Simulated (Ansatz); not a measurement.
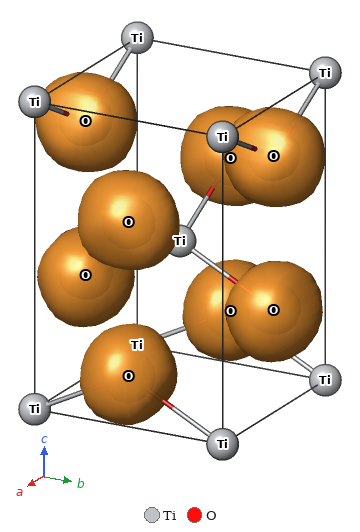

Figure. TiO2. Isosurface of the ELF at 0.75 (orange), seen at an oblique angle. Only the valence region is drawn (cores and ρ < 0.01 e/Å³ removed). Sticks mark near contacts.

Space group P4₂/nmc; a generated structure, not necessarily the stable one; computed without spin polarisation.

Theory: DFT PBEsol, scalar-relativistic, plane waves, PAW (Ansatz 0.2.0).

In a PAW calculation such maps are meaningful between the atoms, not at the nuclei.

> What do the ELF domains correspond to?

The surface consists of four regions wrapped around O (the valence shell of each), counted in one cell of 6 atoms. Regions shared between cells count once.

Values along the shortest contacts:
Ti–O (1.89 Å): the ELF peaks at about 0.85 in the valence shell of O, 0.6 Å from its nucleus, and is about 0.25 at the midpoint (no shared electron pair shows on this line).

> Does the calculation give a band gap?

It is gapped, with a Kohn–Sham gap of 2.5 eV on the k-point mesh (the band edges may lie off the mesh, which would make the gap smaller).
